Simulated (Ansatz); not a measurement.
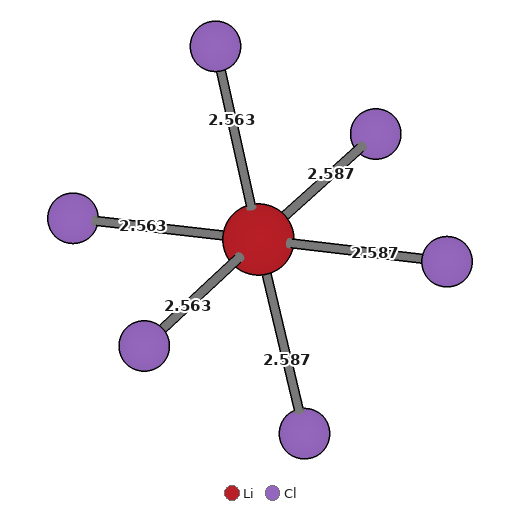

The surroundings of site Li1 (at 0.333, 0.667, 0.877) in LiCl (P6_3/mmc), with bond lengths in Å.

Source of the atomic positions: the end point of a relaxation with DFT PBE, scalar-relativistic, plane waves, PAW (Ansatz); the starting structure was generated, so it need not be a known form of this composition.

```
CELL_PARAMETERS angstrom
3.62127 0.00000 0.00000
-1.81063 3.13611 0.00000
0.00000 0.00000 12.02068
ATOMIC_POSITIONS crystal
Li 0.33333 0.66667 0.87672
Li 0.66667 0.33333 0.12328
Li 0.66667 0.33333 0.37672
Li 0.33333 0.66667 0.62328
Cl 0.66667 0.33333 0.75000
Cl 0.00000 0.00000 0.00000
Cl 0.33333 0.66667 0.25000
Cl 0.00000 0.00000 0.50000
```

Bond valence s = exp((R0 − d)/b), R0 fitted to published crystal structures with b = 0.37 Å; R0 in Å: Li+–Cl 1.904.

### Calculate the bond-valence sum of Li1 from the bonds drawn.

3 × 0.168 + 3 × 0.158 = 0.98 v.u., against a formal valence of 1: a close match.

### And over the whole structure?

```json
{"site": "Li1", "x, y, z": "0.333, 0.667, 0.877", "formal valence": "+1", "bond-valence sum": "0.99", "difference": "-0.01"}
{"site": "Cl1", "x, y, z": "0.667, 0.333, 0.750", "formal valence": "−1", "bond-valence sum": "0.96", "difference": "-0.04"}
{"site": "Cl2", "x, y, z": "0.000, 0.000, 0.000", "formal valence": "−1", "bond-valence sum": "1.02", "difference": "0.02"}
```

These sums include all anions within 5 Å. The global instability index (root mean square of the differences over all atoms) is 0.03 v.u.: little strain. Cells relaxed with PBE tend to have slightly long bonds, which lowers the sums.
